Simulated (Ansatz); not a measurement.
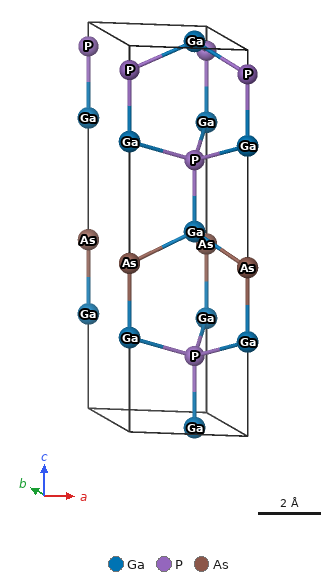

Phonons of solid Ga4AsP3 (a generated structure), at the zone centre. A ball-and-stick model of the cell of the calculation, seen slightly off an axis.

Level of theory: Ansatz, DFT PBE, scalar-relativistic, plane waves, PAW. (plane-wave cutoff 420 eV; k-point mesh 12 × 12 × 2; occupations fixed; no spin polarisation)

Frequencies are those without the non-analytic (LO–TO) term.

### Which optical modes does it have, at what frequencies, and is it stable there?

The calculation's cell holds 8 atoms, so there are 21 optical modes, in 14 levels. The optical modes span 7E + 7A₁. No level is unstable.

```json
{"level": "1", "symmetry": "E", "frequency (cm⁻¹)": "56", "activity": "infrared- and Raman-active"}
{"level": "2", "symmetry": "E", "frequency (cm⁻¹)": "63", "activity": "infrared- and Raman-active"}
{"level": "3", "symmetry": "E", "frequency (cm⁻¹)": "74", "activity": "infrared- and Raman-active"}
{"level": "4", "symmetry": "A₁", "frequency (cm⁻¹)": "143", "activity": "infrared- and Raman-active"}
{"level": "5", "symmetry": "A₁", "frequency (cm⁻¹)": "152", "activity": "infrared- and Raman-active"}
{"level": "6", "symmetry": "A₁", "frequency (cm⁻¹)": "219", "activity": "infrared- and Raman-active"}
{"level": "7", "symmetry": "A₁", "frequency (cm⁻¹)": "257", "activity": "infrared- and Raman-active"}
{"level": "8", "symmetry": "E", "frequency (cm⁻¹)": "264", "activity": "infrared- and Raman-active"}
{"level": "9", "symmetry": "E", "frequency (cm⁻¹)": "328", "activity": "infrared- and Raman-active"}
{"level": "10", "symmetry": "E", "frequency (cm⁻¹)": "331", "activity": "infrared- and Raman-active"}
{"level": "11", "symmetry": "E", "frequency (cm⁻¹)": "335", "activity": "infrared- and Raman-active"}
{"level": "12", "symmetry": "A₁", "frequency (cm⁻¹)": "340", "activity": "infrared- and Raman-active"}
{"level": "13", "symmetry": "A₁", "frequency (cm⁻¹)": "356", "activity": "infrared- and Raman-active"}
{"level": "14", "symmetry": "A₁", "frequency (cm⁻¹)": "363", "activity": "infrared- and Raman-active"}
```

The modes drawn as arrows (one member of each degenerate set), 6 of the levels:

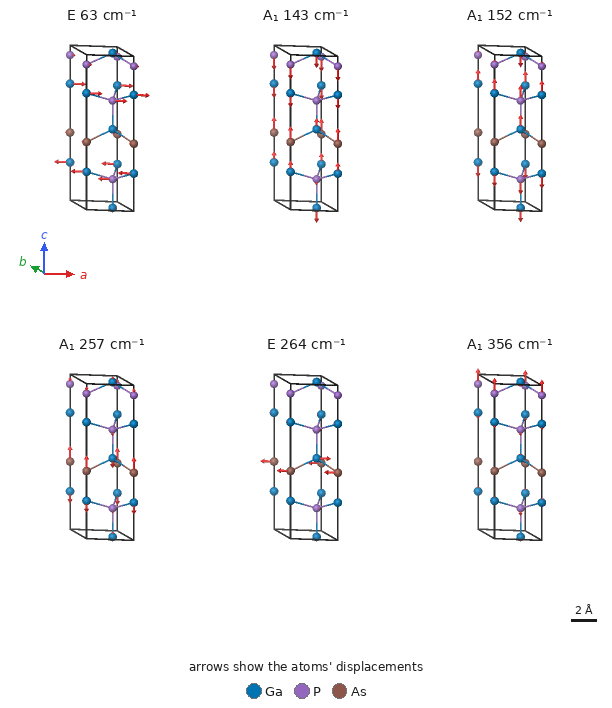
